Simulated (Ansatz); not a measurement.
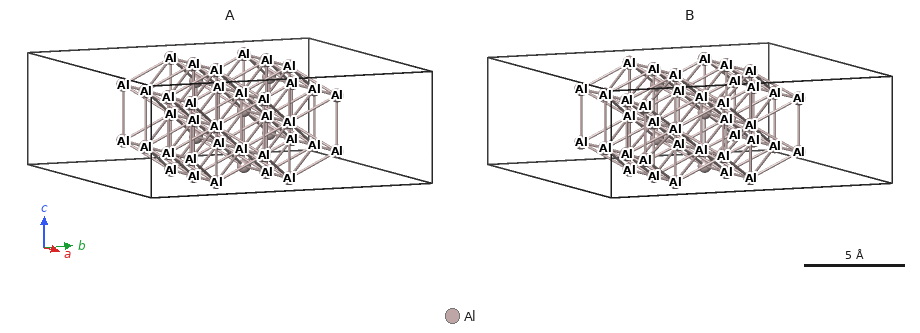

Two geometries of a wire of composition Al, drawn at one scale. One is the start of a relaxation, the other its converged end. A ball-and-stick model of the 2 repeat of the cell, with the vacuum cut short (origin shifted), seen slightly off an axis.

Theory: DFT PBEsol, scalar-relativistic, plane waves, PAW in Ansatz 0.2.0. Settings: plane-wave cutoff 420 eV; k-point mesh 1 × 1 × 19; occupations gaussian; smearing width 0.05 eV; no spin polarisation; cell relaxed at fixed a, b, alpha, beta, gamma; force threshold 0.02 eV/Å; at most 45 steps.

### Which of the two is the end point?

Structure B is the relaxed one. Case: wire along [1 1 0], 18 atoms a period. The largest moves relative to the centre of the atoms, 0.30 Å, are those of Al atoms. Along the periodic axis the drawn cell goes c 5.679 → 5.431 Å (−4.4 %). Among the contacts that change: Al–Al 2.839 → 2.693 Å, Al–Al 2.839 → 2.716 Å, Al–Al 2.839 → 2.754 Å, Al–Al 2.839 → 2.791 Å. Bond angles that change, for instance: Al–Al–Al 60.0° → 62.9°. Over 4 accepted moves (6 points after the start) the energy falls by 0.606 eV per cell of the calculation. The largest force component goes from 0.41 to 0.004 eV/Å. The line search rejected the trial step at point 3 of the run. The SCF was repeated once at an unchanged geometry on a basis and grid sized afresh for the cell, which shifted the energy by 3.0 meV per cell of the calculation at most.
